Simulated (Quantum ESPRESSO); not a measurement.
## Single-point calculation, with input and output: MoS2 (part 2 of 2)

Continued. System: MoS2 (P6₃/mmc, 6 atoms in the cell). Method: Kohn-Sham DFT of a periodic cell, PBE, SG15 PBE 1.2, no spin polarisation (Quantum ESPRESSO 7.5); cutoff 952.4 eV, 10×10×3 k-mesh, fermi-dirac of 0.05 eV. The structure derives from an entry of the Crystallography Open Database.

Geometry of the input (Å; fractional positions):
```
3.1690  0.0000  0.0000
-1.5845  2.7444  0.0000
0.0000  0.0000  12.3240
Mo 0.6667  0.3333  0.7500
Mo 0.3333  0.6667  0.2500
S  0.6667  0.3333  0.3770
S  0.3333  0.6667  0.8770
S  0.6667  0.3333  0.1230
S  0.3333  0.6667  0.6230
```

Output, continued
```
   -50.5256 -50.5256 -24.7453 -24.7453 -24.6552 -24.6551 -24.5480 -24.5480
    -2.8364  -2.6120  -2.2344  -1.9537   4.8665   5.3765   6.0040   6.1362
     6.4848   6.6778   7.5436   7.6171   8.4860   8.7418   8.8369   9.0833
     9.2345   9.4450  12.2483  12.4731  12.6543  13.0405  13.2770  14.0179
    14.1478  14.4416  18.0782  18.4404

          k = 0.0000 0.3464 0.0857 (  7150 PWs)   bands (ev):

   -50.5256 -50.5256 -24.7453 -24.7453 -24.6552 -24.6551 -24.5480 -24.5480
    -2.7952  -2.6899  -2.1426  -2.0092   4.9694   5.2158   6.0315   6.1077
     6.5710   6.6703   7.5609   7.5976   8.5855   8.7667   8.8142   8.8566
     9.3425   9.4203  12.4143  12.5130  12.6028  12.7628  13.5485  13.8717
    14.2270  14.3731  17.9791  18.1081

          k = 0.0000 0.4619 0.0000 (  7168 PWs)   bands (ev):

   -50.5157 -50.5157 -24.8406 -24.8406 -24.6354 -24.6354 -24.5703 -24.5703
    -2.2658  -2.1039  -1.9668  -1.7952   4.5257   4.8432   5.4942   5.7877
     5.9471   6.6200   7.2027   7.2812   8.2679   8.6620   9.1114   9.2754
     9.2759   9.5497  12.4854  12.5801  12.6641  13.1420  13.6849  14.3442
    14.5715  14.7346  16.8037  17.5070

          k = 0.0000 0.4619 0.0857 (  7157 PWs)   bands (ev):

   -50.5157 -50.5157 -24.8406 -24.8406 -24.6354 -24.6354 -24.5703 -24.5703
    -2.2383  -2.1659  -1.9024  -1.8251   4.5948   4.7521   5.5238   5.6255
     6.2198   6.5102   7.2214   7.2606   8.3361   8.5217   9.1530   9.2349
     9.3793   9.5052  12.5058  12.5528  12.7672  12.9916  13.9088  14.3272
    14.4433  14.6379  16.9671  17.3686

          k = 0.0000-0.5774 0.0000 (  7162 PWs)   bands (ev):

   -50.5119 -50.5119 -24.8766 -24.8766 -24.6278 -24.6278 -24.5788 -24.5788
    -2.0063  -1.8982  -1.8412  -1.7442   4.3049   4.6126   5.2931   5.5197
     5.8459   6.5057   7.0835   7.1635   8.2350   8.4875   9.2341   9.4330
     9.5651   9.6893  12.5560  12.6013  12.9597  13.2171  13.8288  14.3985
    14.7471  14.8250  16.3093  16.5874

          k = 0.0000-0.5774 0.0857 (  7168 PWs)   bands (ev):

   -50.5119 -50.5119 -24.8766 -24.8766 -24.6278 -24.6278 -24.5788 -24.5788
    -1.9884  -1.9414  -1.8008  -1.7593   4.3737   4.5271   5.3138   5.3976
     6.0870   6.3872   7.1025   7.1425   8.2866   8.4110   9.2839   9.3833
     9.6033   9.6639  12.5657  12.5881  13.0319  13.1602  13.9980  14.4315
    14.5039  14.7166  16.4653  16.7135

          k = 0.1000 0.1732 0.0000 (  7130 PWs)   bands (ev):

   -50.5409 -50.5409 -24.6856 -24.6855 -24.5926 -24.5926 -24.5161 -24.5161
    -3.5591  -3.2991  -2.5757  -2.1896   4.5678   5.5622   6.8273   6.8850
     6.8981   7.7344   7.9778   8.0852   8.0997   8.1258   9.0985   9.7757
     9.8733  10.1503  12.3656  12.7180  12.8161  12.9309  13.0075  13.0847
    13.7315  13.8855  18.2124  18.4240

          k = 0.1000 0.1732 0.0857 (  7127 PWs)   bands (ev):

   -50.5409 -50.5409 -24.6856 -24.6855 -24.5926 -24.5926 -24.5161 -24.5161
    -3.5084  -3.3834  -2.4610  -2.2729   4.7516   5.2142   6.8633   6.8865
     7.2128   7.6195   7.9918   8.0390   8.1167   8.1247   9.1691   9.4384
    10.0637  10.1382  12.4702  12.6422  12.8592  12.9201  13.0133  13.0493
    13.7741  13.8504  18.2732  18.3793

          k = 0.1000 0.2887 0.0000 (  7155 PWs)   bands (ev):

   -50.5299 -50.5299 -24.6950 -24.6950 -24.6636 -24.6635 -24.5479 -24.5479
    -3.0522  -2.8133  -2.3346  -2.0189   4.9120   5.6239   6.3479   6.3567
     6.6146   6.8648   7.2832   7.5486   8.4065   8.4492   9.0327   9.4414
     9.4944   9.5582  11.9729  12.6102  12.6596  12.8392  13.1035  13.3873
    14.1762  14.5368  18.7786  19.0501

          k = 0.1000 0.2887 0.0857 (  7154 PWs)   bands (ev):

   -50.5299 -50.5299 -24.6950 -24.6950 -24.6636 -24.6636 -24.5479 -24.5479
    -3.0074  -2.8942  -2.2349  -2.0833   5.0483   5.3862   6.3102   6.3616
     6.7808   6.8720   7.3440   7.4896   8.4166   8.4374   9.0835   9.2663
     9.5385   9.5597  12.1375  12.4462  12.6881  12.8063  13.1961  13.3343
    14.2686  14.4480  18.7212  18.8469

          k = 0.1000 0.4041 0.0000 (  7152 PWs)   bands (ev):

   -50.5188 -50.5188 -24.7954 -24.7954 -24.6415 -24.6415 -24.5799 -24.5799
    -2.4610  -2.2703  -2.0539  -1.8361   4.8035   5.1552   5.7444   5.9683
     6.1367   6.7255   6.9756   7.2914   8.4371   8.5605   8.6493   8.9175
     9.4746   9.5462  12.1167  12.6440  12.7795  13.0838  13.2857  13.9763
    14.3286  14.9324  17.6236  18.3953

          k = 0.1000 0.4041 0.0857 (  7155 PWs)   bands (ev):

   -50.5188 -50.5188 -24.7954 -24.7954 -24.6415 -24.6415 -24.5799 -24.5799
    -2.4277  -2.3405  -1.9769  -1.8763   4.8791   5.0528   5.7708   5.8597
     6.3248   6.5703   7.1174   7.2593   8.4451   8.4971   8.7167   8.8380
     9.5029   9.5358  12.2547  12.5264  12.7971  12.9023  13.5548  13.8529
    14.4676  14.7653  17.7518  18.1203

          k = 0.1000 0.5196 0.0000 (  7166 PWs)   bands (ev):

   -50.5119 -50.5119 -24.8567 -24.8567 -24.6278 -24.6278 -24.5996 -24.5996
    -2.0212  -1.9034  -1.8417  -1.7279   4.5049   4.8005   5.3136   5.4262
     5.9503   6.5822   6.9800   7.1752   8.2771   8.5064   8.6250   8.7298
     9.7159   9.8683  12.4835  12.6595  12.9519  13.2511  13.7444  14.1366
    14.4599  14.9685  16.6390  17.0615

          k = 0.1000 0.5196 0.0857 (  7177 PWs)   bands (ev):

   -50.5119 -50.5119 -24.8567 -24.8567 -24.6278 -24.6278 -24.5996 -24.5996
    -2.0021  -1.9512  -1.7949  -1.7461   4.5709   4.7183   5.3245   5.3708
     6.1174   6.4077   7.0818   7.1676   8.3185   8.4499   8.6210   8.6990
     9.7622   9.8365  12.5274  12.6142  13.0082  13.1473  13.9359  14.2093
    14.3858  14.7118  16.8562  17.1273

          k = 0.2000 0.3464 0.0000 (  7180 PWs)   bands (ev):

   -50.5199 -50.5199 -24.7656 -24.7656 -24.6439 -24.6438 -24.5965 -24.5965
    -2.5344  -2.3340  -2.0842  -1.8489   4.9777   5.3606   5.9448   6.1123
     6.4226   6.5587   6.7095   7.2670   8.0282   8.0666   9.0182   9.0854
     9.5134   9.5162  11.9001  12.7306  12.8130  12.9039  13.0768  13.5853
    14.4414  15.0746  18.4222  18.7410

          k = 0.2000 0.3464 0.0857 (  7156 PWs)   bands (ev):

   -50.5199 -50.5199 -24.7656 -24.7656 -24.6439 -24.6438 -24.5965 -24.5965
    -2.4990  -2.4069  -2.0027  -1.8931   5.0626   5.2531   5.9799   6.0648
     6.4052   6.4274   6.9915   7.2273   8.0213   8.0418   9.0015   9.0399
     9.5179   9.5199  12.0719  12.4408  12.8426  12.9141  13.2541  13.4918
    14.6004  14.9135  18.4645  18.6051

          k = 0.2000 0.4619 0.0000 (  7170 PWs)   bands (ev):

   -50.5119 -50.5119 -24.8149 -24.8149 -24.6430 -24.6430 -24.6279 -24.6279
    -2.0442  -1.9123  -1.8407  -1.7034   4.8985   5.1576   5.2790   5.3820
     6.3349   6.6765   6.7500   7.2909   7.4616   7.7534   8.4359   8.7999
     9.7267   9.8366  12.2453  12.7203  13.0568  13.1011  13.3016  13.8986
    14.5314  15.2577  17.3694  17.9314

          k = 0.2000 0.4619 0.0857 (  7166 PWs)   bands (ev):

   -50.5119 -50.5119 -24.8149 -24.8149 -24.6430 -24.6430 -24.6279 -24.6279
    -2.0231  -1.9665  -1.7852  -1.7259   4.9556   5.0815   5.3135   5.3613
     6.3466   6.4787   7.0003   7.2311   7.5516   7.7001   8.4920   8.6813
     9.7585   9.8124  12.3608  12.5982  13.0515  13.0741  13.4640  13.7540
    14.6981  15.0512  17.5928  17.8987

          k = 0.2000 0.5774 0.0000 (  7174 PWs)   bands (ev):

   -50.5088 -50.5088 -24.8321 -24.8321 -24.6622 -24.6622 -24.6218 -24.6217
    -1.8240  -1.7512  -1.7238  -1.6568   4.8809   5.0108   5.1018   5.1186
     6.0953   6.5943   6.8835   7.2987   7.3922   7.7009   8.1538   8.5942
     9.9410  10.1212  12.3202  12.4064  13.1827  13.4247  13.4952  14.0269
    14.5895  15.2499  16.9396  17.2693

          k = 0.2000 0.5774 0.0857 (  7169 PWs)   bands (ev):

   -50.5088 -50.5088 -24.8321 -24.8321 -24.6622 -24.6622 -24.6218 -24.6217
    -1.8124  -1.7818  -1.6947  -1.6669   4.9260   4.9974   5.0917   5.0948
     6.1565   6.3675   7.0866   7.2543   7.4986   7.6718   8.2085   8.4454
     9.9901  10.0783  12.3453  12.3887  13.3060  13.4088  13.5486  13.8290
    14.7256  15.0489  17.1405  17.3442

          k = 0.3000 0.5196 0.0000 (  7170 PWs)   bands (ev):

   -50.5076 -50.5076 -24.7973 -24.7973 -24.7118 -24.7118 -24.6194 -24.6194
    -1.7491  -1.6974  -1.6749  -1.6242   4.8339   4.9900   5.2964   5.4499
     6.3942   6.4260   6.7287   6.9387   6.9728   7.3429   8.1612   8.4782
    10.0803  10.2362  12.1108  12.1844  12.8808  13.5694  13.7764  13.8597
    14.9426  15.3110  16.9762  17.7599

          k = 0.3000 0.5196 0.0857 (  7193 PWs)   bands (ev):

   -50.5076 -50.5076 -24.7973 -24.7973 -24.7118 -24.7118 -24.6194 -24.6194
    -1.7408  -1.7189  -1.6536  -1.6322   4.8666   4.9426   5.3518   5.4302
     6.3745   6.4393   6.6103   6.7116   7.3115   7.4846   8.1376   8.3331
    10.1153  10.1924  12.1317  12.1678  13.0839  13.4920  13.7224  13.7567
    15.0056  15.1890  17.3381  17.7967

     the Fermi energy is    11.3803 ev

!    total energy              =    -356.50161976 Ry
     estimated scf accuracy    <          3.6E-11 Ry
     smearing contrib. (-TS)   =      -0.00000016 Ry
     internal energy E=F+TS    =    -356.50161960 Ry

     The total energy is F=E-TS. E is the sum of the following terms:
     one-electron contribution =    -176.40883146 Ry
     hartree contribution      =     109.06196086 Ry
     xc contribution           =     -49.45976124 Ry
     ewald contribution        =    -239.69498775 Ry

     convergence has been achieved in  10 iterations

     Forces acting on atoms (cartesian axes, Ry/au):

     atom    1 type  1   force =    -0.00000000   -0.00000000   -0.00000000
     atom    2 type  1   force =     0.00000000    0.00000000    0.00000000
     atom    3 type  2   force =    -0.00000000   -0.00000000   -0.00153868
     atom    4 type  2   force =     0.00000000    0.00000000   -0.00153868
     atom    5 type  2   force =    -0.00000000   -0.00000000    0.00153868
     atom    6 type  2   force =    -0.00000000    0.00000000    0.00153868

     Total force =     0.003077     Total SCF correction =     0.000001

     Computing stress (Cartesian axis) and pressure

          total   stress  (Ry/bohr**3)                   (kbar)     P=       21.50
   0.00013452   0.00000000   0.00000000           19.79        0.00        0.00
   0.00000000   0.00013452  -0.00000000            0.00       19.79       -0.00
   0.00000000  -0.00000000   0.00016934            0.00       -0.00       24.91

=------------------------------------------------------------------------------=
   JOB DONE.
=------------------------------------------------------------------------------=
```

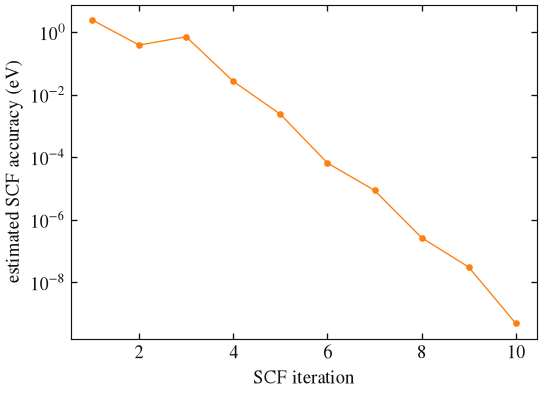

Fig. 1: Convergence of the self-consistent field: estimated SCF accuracy against the iteration. The field takes 10 iterations in all.

Key numbers

- outcome: converged
- space group (tolerance 0.01 Å): P6₃/mmc (194)
- electrons treated: 52
- free energy: −4850.4516 eV
- Fermi energy: 11.380 eV
- gap on the k-point mesh: 0.94 eV
- pressure: 2.15 GPa
- largest force (length of the vector): 0.040 eV/Å
- hardware: 2 threads of Arm Neoverse V1, 24 GiB of memory available, shared host
- wall time: 60 s (CPU time 2 min)
- peak memory: 0.32 GiB
